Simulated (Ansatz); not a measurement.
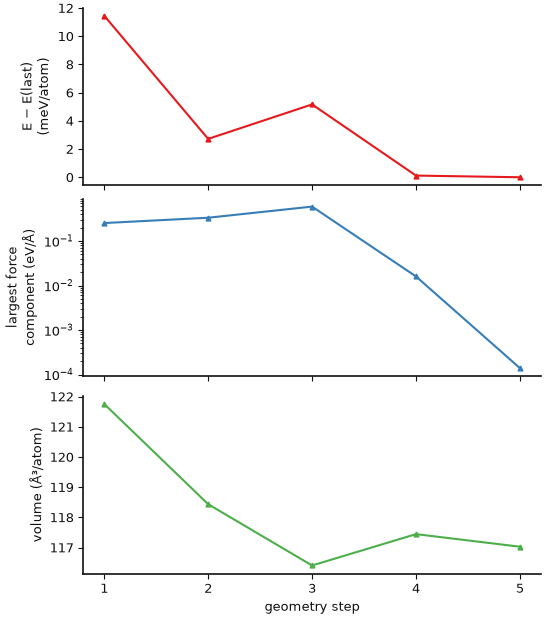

Simulated data, not a measurement (program: Ansatz).

History of a geometry optimisation. A closing SCF on a freshly chosen basis isn't drawn.

```
crystal:
  lattice:
    - [3.2789996868, 0.0, 0.0]
    - [-1.6394998434, 2.8396970278, 0.0]
    - [0.0, 0.0, 26.1518814016]
  atoms:
    - { symbol: P, position: [0.3333333333, 0.6666666667, 0.3237635899] }
    - { symbol: P, position: [0.6666666667, 0.3333333333, 0.3712510602] }
  periodic: [true, true, false]
kpoints:
  mp_grid: { grid: [12, 12, 1] }
hamiltonian:
  xc: lda
scf:
  occupations: { method: fermi_dirac, width: 0.02 }
relax:
  f_tol: 0.005
  cell: {}
```

Command:
```bash

```

Question: How did the optimisation end?

Answer: The optimisation met its thresholds at geometry 5, counting the start as the first. The energy fell by about 11 meV/atom from the first step to the last. Step 3 went uphill and was rejected by the line search. The largest force component goes from about 0.25 eV/Å at the start to 1.4 × 10⁻⁴ eV/Å at the end, with a peak of 0.59 eV/Å at step 3.

Question: What happens to the cell?

Answer: The volume shrinks from 121.8 to 117.0 Å³ per atom (−4 %), overshooting to 116.4 at step 3. The start was expanded.
